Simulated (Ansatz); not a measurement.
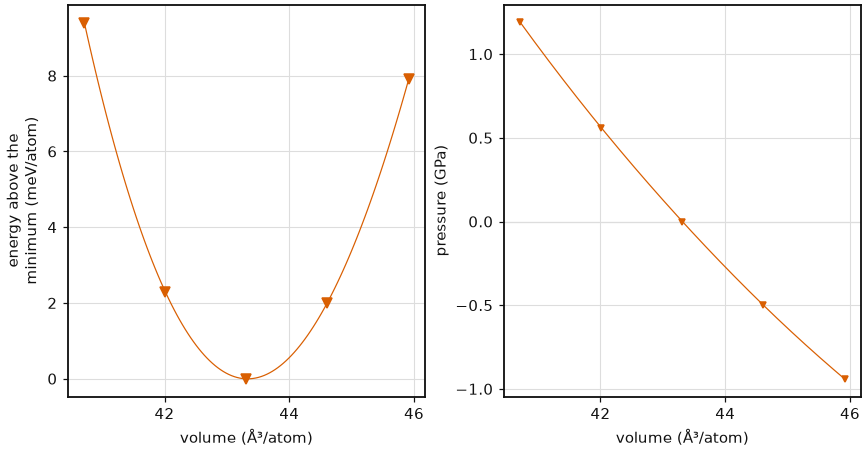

The picture above shows the energy above the minimum and pressure against volume for Ca, space group I4/mmm (No. 139).

The given structure:
```
CELL_PARAMETERS angstrom
-2.21563 2.21563 2.20579
2.21563 -2.21563 2.20579
2.21563 2.21563 -2.20579
ATOMIC_POSITIONS crystal
Ca 0.50000 0.50000 0.00000
```

Calculation (Ansatz 0.2.0): third-order Birch-Murnaghan fit to density functional energies at scaled volumes of the given relaxed cell, shape and atoms relaxed at each volume; energies count from the fitted minimum; plane waves with PAW datasets, Γ-centred k mesh. Level: r2SCAN, no spin polarisation.

```
       setting     value
   wave cutoff    500 eV
        k mesh  14×14×14
   occupations  Gaussian
smearing width    0.1 eV
```

Q: Give the fitted equation-of-state parameters.

A: A third-order Birch–Murnaghan fit gives V0 = 43.33 Å³/atom, B0 = 17.7 GPa.

Q: How does the pressure vary with volume?

A: It falls from 1.19 GPa at volume 40.714 Å³/atom to −0.94 GPa at 45.912 Å³/atom, and changes sign near 43.3 Å³/atom.

The computed values:

| volume (Å³/atom) | energy above the minimum (meV/atom) | pressure (GPa) |
| --- | --- | --- |
| 40.714 | 9.4 | 1.19 |
| 42.014 | 2.3 | 0.56 |
| 43.313 | 0.0 | 0.00 |
| 44.612 | 2.0 | −0.50 |
| 45.912 | 7.9 | −0.94 |
